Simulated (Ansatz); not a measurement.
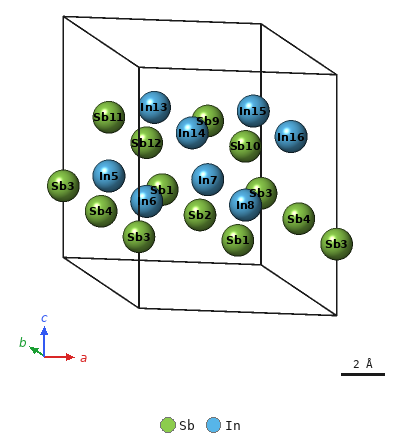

Fig. 1: The input geometry (spheres-only view of the cell of the calculation, with the vacuum cut short, seen slightly off an axis; atoms are numbered from 1 in the order of the input). An atom can appear more than once, as a periodic image.

Run report: InSb, geometry relaxation (part 1 of 2)

The run: geometry relaxation of InSb (slab, 16 atoms in the cell). Method and program: DFT PBE, scalar-relativistic, plane waves, PAW, no spin polarisation (Ansatz 0.2.0).

The structure derives from an entry of the Crystallography Open Database. The input holds or restrains some coordinates. Forces given for the steps count only the free coordinates. It belongs to a series of runs on one base structure; here: clean slab, lower planes held. Figures and captions count atoms from 1; the log counts them from 0 in places.

Input file:
```yaml
crystal:
  lattice:
    - [9.3830948359, 0.0, 0.0]
    - [-4.6915474179, 8.125998494, 0.0]
    - [0.0, 0.0, 20.7882905325]
  atoms:
    - { symbol: Sb, position: [0.5, 0.0, 0.3848320278] }
    - { symbol: Sb, position: [0.5, 0.5, 0.3848320278] }
    - { symbol: Sb, position: [0.0, 0.0, 0.3848320278] }
    - { symbol: Sb, position: [0.0, 0.5, 0.3848320278] }
    - { symbol: In, position: [0.1666666667, 0.8333333333, 0.4308992167] }
    - { symbol: In, position: [0.1666666667, 0.3333333333, 0.4308992167] }
    - { symbol: In, position: [0.6666666667, 0.8333333333, 0.4308992167] }
    - { symbol: In, position: [0.6666666667, 0.3333333333, 0.4308992167] }
    - { symbol: Sb, position: [0.6666666667, 0.8333333333, 0.5691007833] }
    - { symbol: Sb, position: [0.6666666667, 0.3333333333, 0.5691007833] }
    - { symbol: Sb, position: [0.1666666667, 0.8333333333, 0.5691007833] }
    - { symbol: Sb, position: [0.1666666667, 0.3333333333, 0.5691007833] }
    - { symbol: In, position: [0.3333333333, 0.6666666667, 0.6151679722] }
    - { symbol: In, position: [0.3333333333, 0.1666666667, 0.6151679722] }
    - { symbol: In, position: [0.8333333333, 0.6666666667, 0.6151679722] }
    - { symbol: In, position: [0.8333333333, 0.1666666667, 0.6151679722] }
basis:
  ecutwfc: 420
kpoints:
  mp_grid: { grid: [3, 3, 1] }
hamiltonian:
  xc: pbe
scf:
  occupations: { method: gaussian, width: 0.1 }
output:
  forces: true
  eigenvalues: true
  write_density: true
  write_potential: true
  elf: true
  volumetric_format: npy
relax:
  adjacent_minimum: "off"
  f_tol: 0.03
  max_steps: 70
  constraints: [{ sites: [0, 1, 2, 3, 4, 5, 6, 7] }]
efield:
  axis: 3
  dipole_correction: true
  ramp_width: 0.04
```

Machine: 4 threads of Intel Xeon (Granite Rapids), 192 GiB of memory available, shared host.

Launch command:
```bash
ansatz run input.yaml --threads 4 --pin off --max-ram 10240MiB --backend cpu --events-out ev --progress --plain --runs-dir out
```

Output:
```
Engine: ansatz 0.2.0, x86_64-unknown-linux-gnu
Pseudopotentials: kind: paw
Pseudopotential: Sb, paw, valence charge 15, recommended cutoff 420 eV (normal), Sb.paw.azcp
Pseudopotential: In, paw, valence charge 13, recommended cutoff 420 eV (normal), In.paw.azcp
Functional definition: PBE
  parameter kappa = 0.804
  parameter beta = 0.06672455060314922
  exchange = pbe_x(kappa = kappa, mu = beta*pi^2/3)
  correlation = pbe_c(beta = beta)
Crystal: 16 atoms, lattice volume = 1585.045 Å³
Basis set: ecut = 420 eV, 31005 PW (Γ), exchange–correlation on 128×128×288 points (8 copies of the dense FFT grid, shifted against one another)
Bands: 135, of which v1, the nominal top of the filled ones, is band 112 counted from 1 (111 counted from 0)
Symmetry: 24 space group operations
Space group: P3m1 (ITA 156), of the structure as read, at distance tolerance 1.2e-4 Å
k-points: 3 of 9 (time reversal used)
Non-local potential: Sb, projectors of the file, l = 0: 2, l = 1: 2, l = 2: 2, l = 3: 2
Non-local potential: In, projectors of the file, l = 0: 2, l = 1: 2, l = 2: 2, l = 3: 2
PAW form: soft (Blöchl's): semilocal exchange-correlation on the pseudo side does not see the compensation charge
PAW one-centre angular grid: Sb, 590 points (default); XC on 64 Gauss nodes
PAW one-centre angular grid: In, 590 points (default); XC on 64 Gauss nodes
Initial density: superposition of atomic densities (neutral atoms: chi_scale 0, normalization atom), corrected by the library's trained network
Initial wavefunctions: pseudopotential atomic-orbital guess
Functional: x = pbe(κ = 0.804, μ = 0.2195149727645171), c = pbe(β = 0.06672455060314922)
SCF iter   1: F=—  HF=-96655.673797 eV  |F-HF|=—  |Δ(HF+E_count)|=         —  Δρ=1.82e-3  dr2=4.67e-1  ethr=1.77e-3  p=0.631 e·Å  D=7.20e-2 V/Å  ΔV_dip=-1.50 eV  dr2_dipole=1.11e-1  V_vac-E_F(+/−)=3.49/4.99 eV  ⟨swp⟩=7.0  Hψ=1651  notcnv=0  defer=4
efield: sawtooth ramp at fractional position 0.9800 (placed from the atoms, in the widest stretch of the axis that holds none; the zero of the levels goes with the place), width 0.0400; the density the first Hamiltonian is built on has a dipole p = 0.631 e·Å; the dipole correction subtracts the counter field D = 7.20e-2 V/Å, which shifts the + side's vacuum level by -1.50 eV against the − side's; the planar-averaged density in the ramp window peaks in size at 2.0e-5 e/Å³
preconditioner: auto → LDOS  [insulator: Δε(μ)=0.265 eV  Ē_g=12.524 eV  σ=0.100 eV  W_gap=0.94  n_scr=186 (ndim 8)  ℏωp=11.2 eV  f_vac=0.598  D(μ)=0.90/eV (n_scr^D=2)  ε∞_Penn≈1.8  β→1.0]
SCF iter   2: F=—  HF=-96655.646469 eV  |F-HF|=—  |Δ(HF+E_count)|=   2.73e-2  Δρ=1.70e-3  dr2=4.26e-1  ethr=2.09e-4  p=0.687 e·Å  D=7.84e-2 V/Å  ΔV_dip=-1.63 eV  dr2_dipole=1.62e-1  V_vac-E_F(+/−)=3.31/4.94 eV  ⟨swp⟩=2.7  Hψ=657  notcnv=0  defer=37
SCF iter   3: F=—  HF=-96655.613785 eV  |F-HF|=—  |Δ(HF+E_count)|=   3.27e-2  Δρ=4.87e-4  dr2=3.75e-2  ethr=1.90e-4  p=0.619 e·Å  D=7.06e-2 V/Å  ΔV_dip=-1.47 eV  dr2_dipole=1.51e-2  V_vac-E_F(+/−)=3.39/4.85 eV  ⟨swp⟩=2.0  Hψ=550  notcnv=0  defer=37
SCF iter   4: F=—  HF=-96655.611779 eV  |F-HF|=—  |Δ(HF+E_count)|=   2.01e-3  Δρ=1.53e-4  dr2=1.05e-3  ethr=1.67e-5  p=0.638 e·Å  D=7.29e-2 V/Å  ΔV_dip=-1.51 eV  dr2_dipole=1.54e-4  V_vac-E_F(+/−)=3.37/4.89 eV  ⟨swp⟩=2.0  Hψ=404  notcnv=0  defer=37
SCF iter   5: F=—  HF=-96655.611994 eV  |F-HF|=—  |Δ(HF+E_count)|=   2.15e-4  Δρ=3.63e-5  dr2=3.16e-5  ethr=4.70e-7  p=0.638 e·Å  D=7.28e-2 V/Å  ΔV_dip=-1.51 eV  dr2_dipole=4.05e-6  V_vac-E_F(+/−)=3.37/4.88 eV  ⟨swp⟩=2.0  Hψ=580  notcnv=0  defer=36
SCF iter   6: F=-96655.612009 eV  HF=-96655.612021 eV  |F-HF|=1.21e-5  |Δ(HF+E_count)|=   2.66e-5  Δρ=1.81e-5  dr2=1.33e-5  ethr=1.00e-8  p=0.638 e·Å  D=7.28e-2 V/Å  ΔV_dip=-1.51 eV  dr2_dipole=2.18e-6  V_vac-E_F(+/−)=3.37/4.88 eV  ⟨swp⟩=22.0  Hψ=4742  notcnv=0
SCF 1 converged in 6 iterations: F = -96655.612009 eV  dr2 = 1.33e-5
  greatest PAW one-centre occupation: 0.995 electrons in one spin orbital (limit 2), on the Sb atom at site 3 (counted from 0), in its partial waves of l = 2
relax step   1: F+E_penalty+E_count = -96655.61200865 eV  Δ(F+E_penalty+E_count) = +0.000e0 eV  max|allowed force component| = 7.328e-1 eV/Å  Δτ_max = 0.0000 Å  (6 SCF iters, dr2 threshold 2.25e-5 eV, accepted)
Initial density: handed on by an earlier stage of this run
Initial wavefunctions: those handed on with the density
iter 1 solved again at ethr=1.53e-4 eV; its pass at ethr=3.10e-3 eV (dr2=3.43e-1 eV) is discarded
SCF iter   1: F=—  HF=-96655.918751 eV  |F-HF|=—  |Δ(HF+E_count)|=         —  Δρ=2.57e-3  dr2=3.16e-1  ethr=1.53e-4  p=0.638 e·Å  D=7.28e-2 V/Å  ΔV_dip=-1.51 eV  dr2_dipole=7.96e-2  V_vac-E_F(+/−)=3.42/4.94 eV  ⟨swp⟩=1.0  Hψ=1344  notcnv=0  defer=36
efield: sawtooth ramp at fractional position 0.9800 (handed on by an earlier solve), width 0.0400; the density the first Hamiltonian is built on has a dipole p = 0.638 e·Å; the dipole correction subtracts the counter field D = 7.28e-2 V/Å, which shifts the + side's vacuum level by -1.51 eV against the − side's; the planar-averaged density in the ramp window peaks in size at 1.5e-7 e/Å³
preconditioner: auto → LDOS  [insulator: Δε(μ)=0.349 eV  Ē_g=12.537 eV  σ=0.100 eV  W_gap=0.52  n_scr=186 (ndim 8)  ℏωp=11.2 eV  f_vac=0.596  D(μ)=2.75/eV (n_scr^D=2)  ε∞_Penn≈1.8  β→1.0]
SCF iter   2: F=—  HF=-96655.912967 eV  |F-HF|=—  |Δ(HF+E_count)|=   5.78e-3  Δρ=1.73e-3  dr2=2.02e-1  ethr=1.41e-4  p=0.747 e·Å  D=8.53e-2 V/Å  ΔV_dip=-1.77 eV  dr2_dipole=3.36e-2  V_vac-E_F(+/−)=3.33/5.10 eV  ⟨swp⟩=2.3  Hψ=737  notcnv=0  defer=36
SCF iter   3: F=—  HF=-96655.880978 eV  |F-HF|=—  |Δ(HF+E_count)|=   3.20e-2  Δρ=5.32e-4  dr2=1.43e-2  ethr=9.00e-5  p=0.687 e·Å  D=7.85e-2 V/Å  ΔV_dip=-1.63 eV  dr2_dipole=1.29e-3  V_vac-E_F(+/−)=3.35/4.98 eV  ⟨swp⟩=2.3  Hψ=794  notcnv=0  defer=36
SCF iter   4: F=—  HF=-96655.878902 eV  |F-HF|=—  |Δ(HF+E_count)|=   2.08e-3  Δρ=8.94e-5  dr2=5.78e-4  ethr=6.38e-6  p=0.691 e·Å  D=7.89e-2 V/Å  ΔV_dip=-1.64 eV  dr2_dipole=1.97e-4  V_vac-E_F(+/−)=3.36/4.99 eV  ⟨swp⟩=2.0  Hψ=681  notcnv=0  defer=36
SCF iter   5: F=-96655.878912 eV  HF=-96655.878906 eV  |F-HF|=6.08e-6  |Δ(HF+E_count)|=   3.63e-6  Δρ=2.26e-5  dr2=1.16e-5  ethr=1.50e-8  p=0.694 e·Å  D=7.92e-2 V/Å  ΔV_dip=-1.65 eV  dr2_dipole=2.77e-8  V_vac-E_F(+/−)=3.35/4.99 eV  ⟨swp⟩=22.0  Hψ=4175  notcnv=0
SCF 2 converged in 5 iterations: F = -96655.878912 eV  dr2 = 1.16e-5
relax step   2: F+E_penalty+E_count = -96655.87891188 eV  Δ(F+E_penalty+E_count) = -2.669e-1 eV  max|allowed force component| = 9.871e-3 eV/Å  Δτ_max = 0.1939 Å  (5 SCF iters, dr2 threshold 3.36e-5 eV, accepted)
iter 1 solved again at ethr=5.19e-9 eV; its pass at ethr=3.10e-3 eV (dr2=1.16e-5 eV) is discarded
SCF iter   1: F=—  HF=-96655.878897 eV  |F-HF|=—  |Δ(HF+E_count)|=         —  Δρ=2.26e-5  dr2=1.16e-5  ethr=5.19e-9  p=0.694 e·Å  D=7.92e-2 V/Å  ΔV_dip=-1.65 eV  dr2_dipole=2.65e-8  V_vac-E_F(+/−)=3.35/4.99 eV  ⟨swp⟩=1.0  Hψ=960  notcnv=0
efield: sawtooth ramp at fractional position 0.9800 (handed on by an earlier solve), width 0.0400; the density the first Hamiltonian is built on has a dipole p = 0.694 e·Å; the dipole correction subtracts the counter field D = 7.92e-2 V/Å, which shifts the + side's vacuum level by -1.65 eV against the − side's; the planar-averaged density in the ramp window peaks in size at 2.2e-7 e/Å³
preconditioner: auto → LDOS  [insulator: Δε(μ)=0.249 eV  Ē_g=12.549 eV  σ=0.100 eV  W_gap=0.50  n_scr=186 (ndim 8)  ℏωp=11.2 eV  f_vac=0.595  D(μ)=2.54/eV (n_scr^D=2)  ε∞_Penn≈1.8  β→1.0]
SCF iter   2: F=—  HF=-96655.878917 eV  |F-HF|=—  |Δ(HF+E_count)|=   1.95e-5  Δρ=1.56e-5  dr2=1.28e-5  ethr=5.18e-9  p=0.693 e·Å  D=7.91e-2 V/Å  ΔV_dip=-1.64 eV  dr2_dipole=2.93e-6  V_vac-E_F(+/−)=3.35/4.99 eV  ⟨swp⟩=2.0  Hψ=682  notcnv=0
SCF iter   3: F=—  HF=-96655.878916 eV  |F-HF|=—  |Δ(HF+E_count)|=   1.06e-6  Δρ=5.25e-6  dr2=9.46e-7  ethr=5.18e-9  p=0.693 e·Å  D=7.92e-2 V/Å  ΔV_dip=-1.65 eV  dr2_dipole=3.20e-8  V_vac-E_F(+/−)=3.35/4.99 eV  ⟨swp⟩=2.0  Hψ=678  notcnv=0
SCF iter   4: F=—  HF=-96655.878916 eV  |F-HF|=—  |Δ(HF+E_count)|=   2.29e-7  Δρ=2.66e-6  dr2=1.76e-7  ethr=4.22e-10  p=0.693 e·Å  D=7.92e-2 V/Å  ΔV_dip=-1.65 eV  dr2_dipole=5.84e-9  V_vac-E_F(+/−)=3.35/4.99 eV  ⟨swp⟩=2.0  Hψ=706  notcnv=0
SCF iter   5: F=-96655.878916 eV  HF=-96655.878916 eV  |F-HF|=3.54e-9  |Δ(HF+E_count)|=   1.72e-8  Δρ=3.50e-7  dr2=2.98e-9  ethr=4.46e-11  p=0.693 e·Å  D=7.91e-2 V/Å  ΔV_dip=-1.65 eV  dr2_dipole=4.37e-10  V_vac-E_F(+/−)=3.35/4.99 eV  ⟨swp⟩=14.7  Hψ=2901  notcnv=0
SCF 3 converged in 5 iterations: F = -96655.878916 eV  dr2 = 2.98e-9
relax step   3: F+E_penalty+E_count = -96655.87891602 eV  Δ(F+E_penalty+E_count) = -4.135e-6 eV  max|allowed force component| = 9.922e-3 eV/Å  Δτ_max = 0.0000 Å  (5 SCF iters, accepted)
```

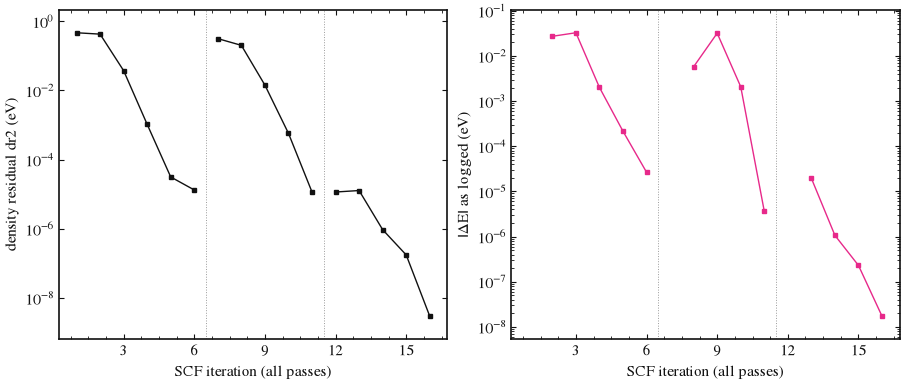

Fig. 2: Convergence of the self-consistent field: density residual dr2 and size of the energy change against the SCF iteration. The dotted lines part the SCF passes of the relaxation: geometry steps, rejected trials and re-solves on a re-selected basis. The passes take 6, 5 and 5 iterations.

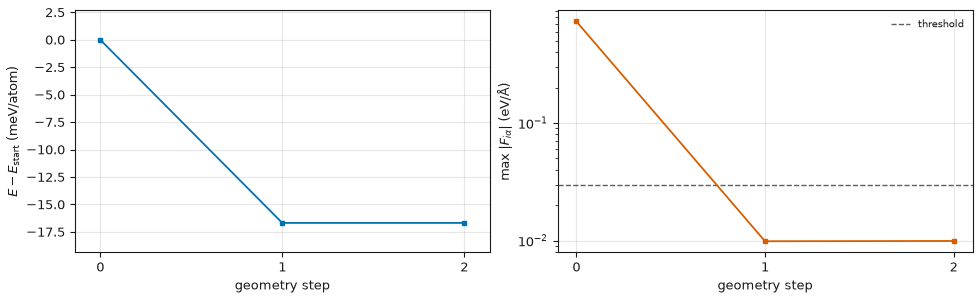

Fig. 3: Progress of the restrained relaxation, step by step (the first geometry is step 0 here and step 1 in the log).

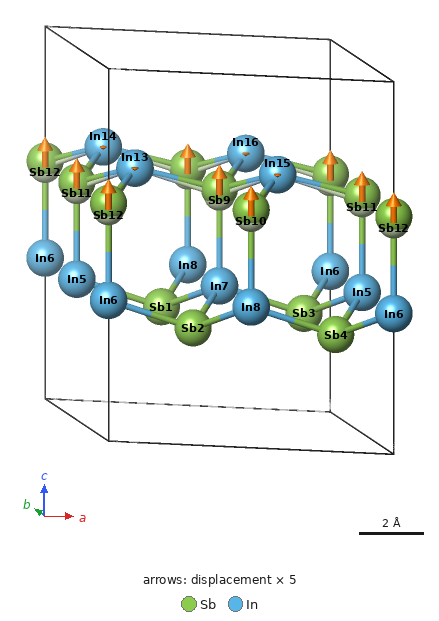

Fig. 4: Start (faint) and end (solid) with the displacements as orange arrows, magnified 5 times (ball-and-stick view of the cell of the calculation, with the vacuum cut short (origin shifted), seen slightly off an axis). The largest moves, 0.19 Å, are those of Sb9, Sb10, Sb11 and Sb12. By element the largest moves are Sb 0.19 Å, In 0.02 Å. The lattice vectors keep their values. Among the contacts that change: In5–Sb11 2.873 → 3.067 Å, Sb10–In14 2.873 → 2.808 Å. Among the angles that change: In8–Sb10–In14 109.5° → 105.3°, In14–Sb10–In15 109.5° → 113.3°, Sb9–In13–Sb11 109.5° → 113.3°. The energy falls by 16.7 meV per atom in 2 geometry steps. Largest force component: 0.73 eV/Å at the start, 0.0099 eV/Å at the end. (Atoms are counted from 1 in the order of the input.)

```
SCF converged after 5 iterations
Free energy (F): -96655.878916 eV
Harris-Foulkes:  -96655.878916 eV  (|F-HF|=3.54e-9)
Internal energy: -96655.866194 eV  (E = F + TS)
E sigma→0 (E₀):  -96655.872555 eV
Entropy (-TS):   -0.012722 eV (-0.795 meV/atom)
Fermi energy:    -0.170323 eV
Dipole field:    D = 0.079158 V/Å  (p = 0.693387 e·Å, saw-weighted, corrected)
Work function:   Φ+ = 3.3483 eV   Φ− = 4.9939 eV
Levels:          The Fermi level and band energies are counted from a zero that moves with the ramp; work functions are not
--- Per-component energies (eV) ---
  E_band       = -3775.690683
  E_kinetic    = 3583.365778
  E_local      = -115276.356549  (includes V_loc(G=0)·N_el)
  E_nonlocal   = 5831.177639
  E_hartree    = 55005.947041
  E_xc         = -2821.544614
  E_vxc        = -1551.647813  (∫ρ·V_xc dr)
  E_paw        = -69835.691741  (= ΣΔE_a)
  E_vpaw       = -6373.953642  (= ΣTr[D̂ρ^β])
  E_aug_tail   = 0.000194  (compensation charges beyond the density's cutoff)
  E_efield     = 0.027444  (sawtooth field / dipole correction)
  E_vefield    = -0.166639  (∫n·V_field dr)
  E_ewald      = 26857.208614
  E_smearing   = -0.012722  (= −TS)
  E_closure    = 0.000000  (closes the sum)
  Σ components = -96655.878916   (vs F -96655.878916, Δ=0.00e0)
--- Forces (eV/Å), atoms counted from 1 ---
  atom   1  Sb     0.00000000    -0.00000000     0.20452120
  atom   2  Sb     0.00000000    -0.00000000     0.20452120
  atom   3  Sb     0.00000000    -0.00000000     0.20452120
  atom   4  Sb     0.00000000    -0.00000000     0.20452120
  atom   5  In    -0.00000000     0.00000000    -0.19353402
  atom   6  In    -0.00000000     0.00000000    -0.19353402
  atom   7  In    -0.00000000     0.00000000    -0.19353402
  atom   8  In    -0.00000000     0.00000000    -0.19353402
  atom   9  Sb     0.00000000    -0.00000000    -0.00992166
  atom  10  Sb     0.00000000    -0.00000000    -0.00992166
  atom  11  Sb     0.00000000    -0.00000000    -0.00992166
  atom  12  Sb     0.00000000    -0.00000000    -0.00992166
  atom  13  In    -0.00000000     0.00000000    -0.00106765
  atom  14  In    -0.00000000     0.00000000    -0.00106765
  atom  15  In    -0.00000000     0.00000000    -0.00106765
  atom  16  In     0.00000000     0.00000000    -0.00106765
  max |Σ_I F_I| component: 8.53e-6 eV/Å
--- Band table (eV) ---
```
